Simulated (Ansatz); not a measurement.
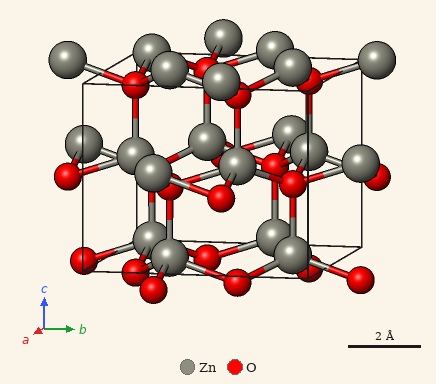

The crystal in a ball-and-stick representation, seen slightly off an axis. The conventional unit cell is drawn as a box. Bonds that leave the box are completed with the atoms at their other ends.

ZnO, space group I4cm (No. 108), a = 6.46 Å, b = 6.46 Å, c = 5.29 Å, α = 90.00°, β = 90.00°, γ = 90.00°.

The numbers come from Ansatz 0.2.0, DFT PBE, scalar-relativistic, plane waves, PAW, using cutoff 420 eV, k-points about 0.19 Å⁻¹ apart, no spin polarisation.

### What is the electronic character?

A semiconductor at this level, with a gap of 0.93 eV on the k-mesh (the true edges may lie between mesh points, so the gap can be somewhat smaller).

Origin of the cell: a structure type filled with these elements by a generator (whether the compound takes this form wasn't checked). Cell shown after relaxation with DFT PBE, scalar-relativistic, plane waves, PAW (Ansatz).
